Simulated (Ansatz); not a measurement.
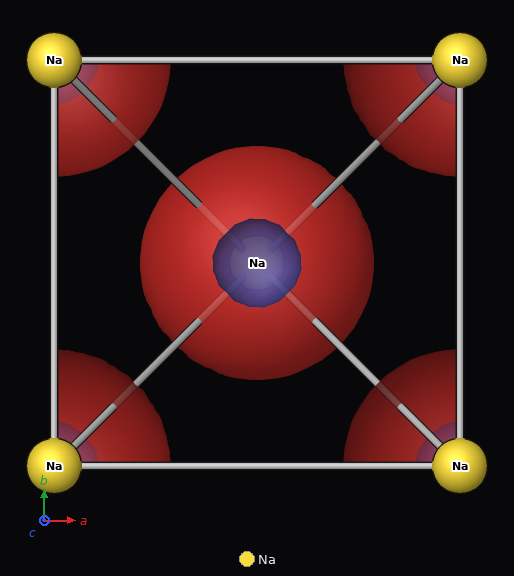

*Na. Bonding charge density, ρ(crystal) − Σ ρ(neutral atoms): blue surfaces at +0.005 and red ones at −0.005 e/Å³, in the conventional cell seen along the c axis (the regions close to the nuclei are left out). Cores are masked to 1.0 Å (Na).*

Space group I4/mmm. This isn't the usual form at ambient conditions. The cell comes from a database of computed structures, not from a measurement.

These are results of Ansatz 0.2.0, DFT PBE, scalar-relativistic, plane waves, PAW, not measurements.

Core electrons are frozen (PAW), so the fields are smoothed inside the atomic spheres.

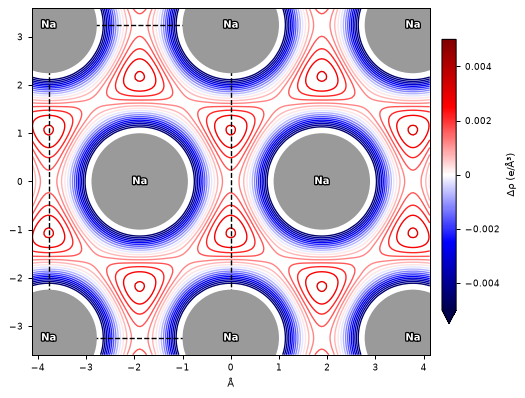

Also shown: a map on the (101̄) plane of the conventional cell, with grey discs over the atomic cores.

**Read the map: where is density gained and where lost?**

Over the whole cell, outside the masked cores, the largest gain, 0.005 e/Å³, lies 2.6 Å from a sodium nucleus (the plane drawn doesn't reach it), and the largest loss lies at the edge of the masked core of Na. The rearranged charge, half the integral of |Δρ|, is about 0.05 e an atom.

**Does the calculation give a gap?**

It is a metal at this level of theory.
